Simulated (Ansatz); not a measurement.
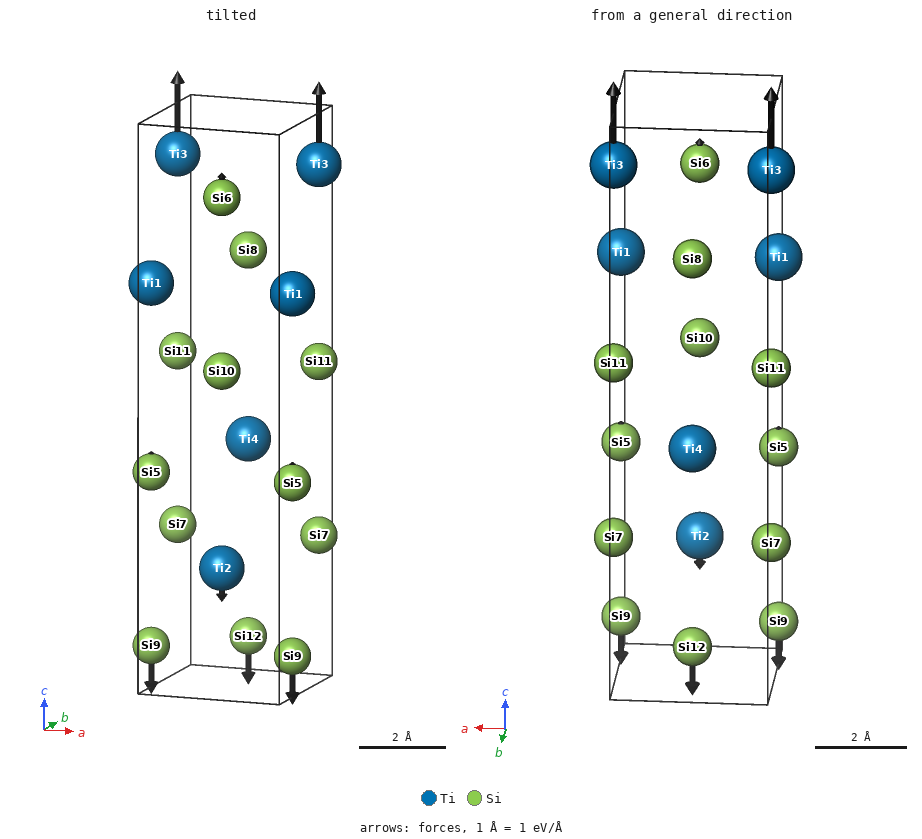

An orthographic spheres-only view of the structure, slightly off an axis and from a general direction. The simulation cell is outlined; an atom on or near a face, edge or corner is repeated at each equivalent position. The arrows are the computed forces on the atoms.

System: TiSi$_{2}$. Theory: Ansatz, DFT PBEsol, scalar-relativistic, plane waves, PAW. Numerical settings: plane waves up to 420 eV, k-grid 13×13×4, Gaussian smearing of 0.15 eV, no spin polarisation.

> Is this an equilibrium geometry?

No. The atoms still feel forces of up to about 1.5 eV/Å, far above a usual threshold of 0.01 to 0.03 eV/Å.

> Where does the largest force act?

Ti3, about 1.5 eV/Å.

The structure comes from a structure listed in the Materials Project. The cell was then strained or its atoms displaced on purpose. A calculation with Ansatz used it as input.
